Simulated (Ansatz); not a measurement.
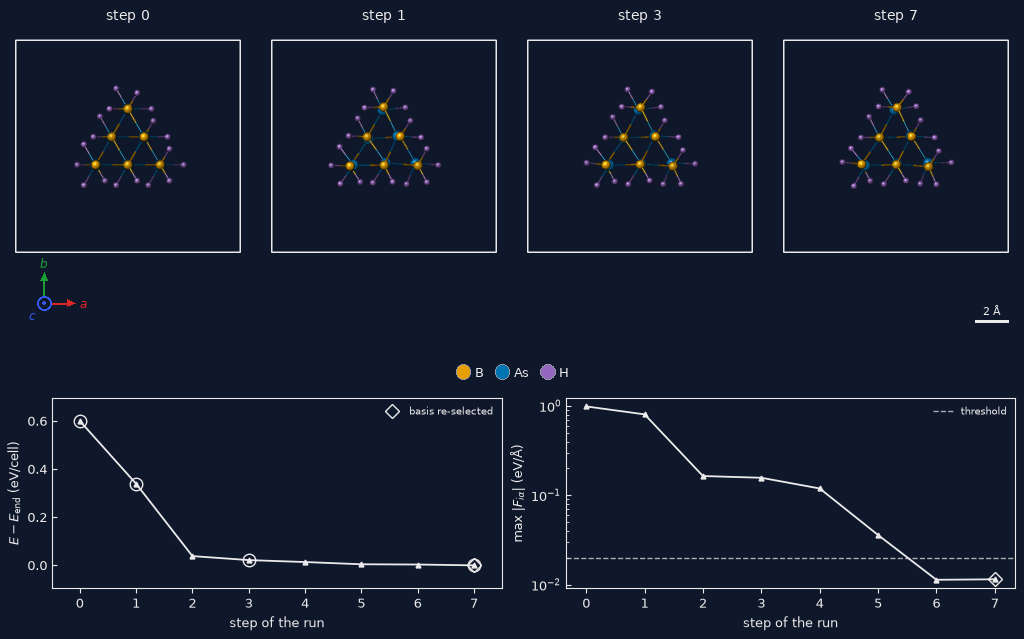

Frames of a relaxation of a wire of composition BAsH$_{3}$, marked on the history of the run. A ball-and-stick model of the cell of the calculation, with the vacuum cut short, seen along the c axis.

Case: wire along [1 1 1], 12 atoms a period, capped with H.

All numbers below come from DFT PBE, scalar-relativistic, plane waves, PAW (Ansatz 0.2.0). Set-up: plane-wave cutoff 420 eV; k-point mesh 1 × 1 × 4; occupations gaussian; smearing width 0.05 eV; no spin polarisation; cell relaxed at fixed a, b, alpha, beta, gamma; force threshold 0.02 eV/Å; at most 45 steps.

Describe the path.

The largest moves relative to the centre of the atoms, 0.27 Å, are those of H atoms. Largest moves by element: H 0.27 Å, As 0.13 Å, B 0.13 Å. Along the periodic axis the drawn cell goes c 8.329 → 8.410 Å (+1.0 %). Near-neighbour distances that change, for instance: As–B 2.082 → 2.064 Å, B–H 1.190 → 1.206 Å. Among the angles between lasting bonds that change: H–As–H 109.5° → 98.5°, B–As–B 109.5° → 118.2°, H–B–H 109.5° → 115.4°. Over 6 accepted moves (7 points after the start) the energy falls by 0.601 eV per cell of the calculation. The largest force component goes from 0.99 to 0.012 eV/Å. The SCF was repeated once at an unchanged geometry on a basis and grid sized afresh for the cell, which shifted the energy by 3.4 meV per cell of the calculation at most. From step 0 to 1: As and H atoms move most (0.16 Å), energy −0.261 eV per cell of the calculation. From step 1 to 3: H atoms move most (0.21 Å), energy −0.317 eV per cell of the calculation. From step 3 to 7: H atoms move most (0.09 Å), energy −21.9 meV per cell of the calculation.
